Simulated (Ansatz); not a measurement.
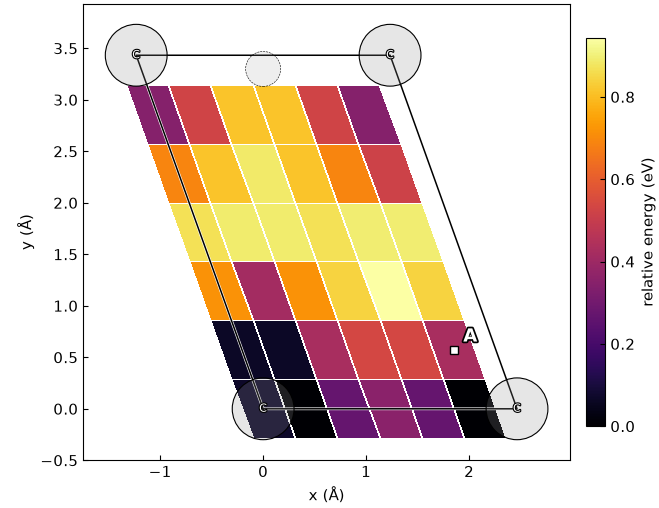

Cl on a C(101) slab cut from the R-3m phase, its upper half relaxed before the scan (24 atoms of substrate and one adsorbate in a 2 × 2 cell). Cl is moved over the surface cell at a fixed height above a rigid substrate; the origin of the map has the adsorbate above C21; the height is held at 2.50 Å. Places are given modulo a cell vector. The map is drawn in real space over the plane of the surface. The scan uses a 6 × 6 grid; 21 points were computed and 15 follow by symmetry. Places are given in fractions of the 1 × 1 surface cell. Energies are in eV, from the lowest grid point. Energies and slopes of some neighbouring points disagree (a jump in structure or state, or too coarse a mesh). The magnetic moment jumps between some neighbouring points. At a fixed height the lowest place need not be the adsorption site. The calculation used DFT PBE+D3(BJ), scalar-relativistic, plane waves, PAW (Ansatz 0.2.0). Settings: cutoff 420 eV, k-mesh 6×4×1, gaussian smearing 0.05 eV, spin-polarised.

In the figure: one coloured cell a grid point, labelled circles for the atoms of the top layer and small ones for the second layer, the outline of one cell of the plane, the point A.

> Which way does the force act at A, and how strong is it?

A, at (5/6, 1/6) of the cell vectors, is not a stationary point. The computed force is 0.75 eV/Å in the plane, pointing down and right in the picture (components 0.58 and −0.49 eV/Å).

PAW datasets: the set soft_1.
